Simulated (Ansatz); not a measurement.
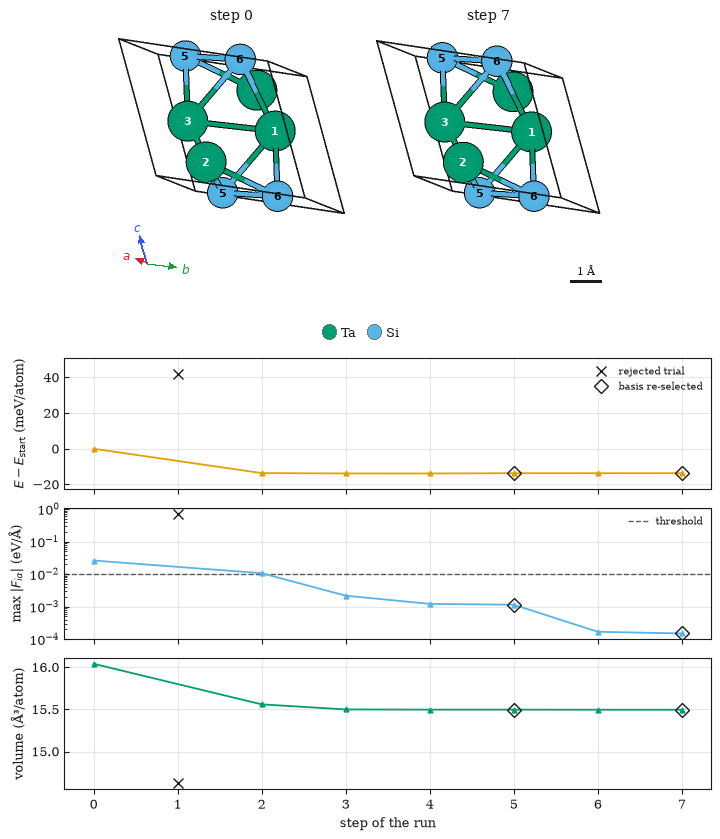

First and last geometry of a relaxation of crystalline Ta$_{2}$Si (set up in I4/mcm), with the history of the run. Style: ball-and-stick. Shown: the cell of the calculation, from a free direction.

Case: relaxed functional: LDA.

All numbers below come from DFT LDA, scalar-relativistic, plane waves, PAW in Ansatz 0.2.0. Settings: plane-wave cutoff 420 eV; k-point mesh 10 × 10 × 10; occupations gaussian; smearing width 0.1 eV; no spin polarisation; cell and atoms relaxed; force threshold 0.01 eV/Å; at most 60 steps.

### Read the history and describe the run.

It converged. The largest moves relative to the cell, 0.006 Å, are those of Ta atoms. Si stays in place. The drawn cell changes as follows: a = b = c 5.044 → 4.983 Å (−1.2 %), α 104.5° → 104.6°, β 104.5° → 104.6°, γ 120.0° → 119.7°; the volume changes by −3.4 %. Among the contacts that change: Ta–Ta 2.857 → 2.808 Å, Ta–Ta 3.267 → 3.226 Å, Ta–Ta 3.233 → 3.196 Å, Si–Ta 2.632 → 2.602 Å. The space group stays I4/mcm (No. 140). The energy falls by 13.7 meV per atom in 4 accepted moves (7 points after the start). The largest force component goes from 0.026 to 0.00015 eV/Å. The pressure goes from −7.62 to 0.00 GPa. The line search rejected the trial step at point 1 of the run. The SCF was repeated twice at an unchanged geometry on a basis and grid sized afresh for the cell, which shifted the energy by 0.1 meV per atom at most.

| step | E − E(0), meV/atom | largest force component, eV/Å | pressure, GPa | volume, Å³/atom | note |
| --- | --- | --- | --- | --- | --- |
| 0 | 0.00 | 0.0262 | -7.62 | 16.041 |  |
| 1 | 42.04 | 0.7156 | 15.16 | 14.621 | rejected |
| 2 | -13.64 | 0.0107 | -0.96 | 15.559 |  |
| 3 | -13.85 | 0.0022 | -0.04 | 15.499 |  |
| 4 | -13.85 | 0.0012 | 0.00 | 15.497 |  |
| 5 | -13.71 | 0.0011 | -0.01 | 15.497 | same geometry, new basis |
| 6 | -13.71 | 0.0002 | 0.00 | 15.496 |  |
| 7 | -13.71 | 0.0001 | 0.00 | 15.496 | same geometry, new basis |
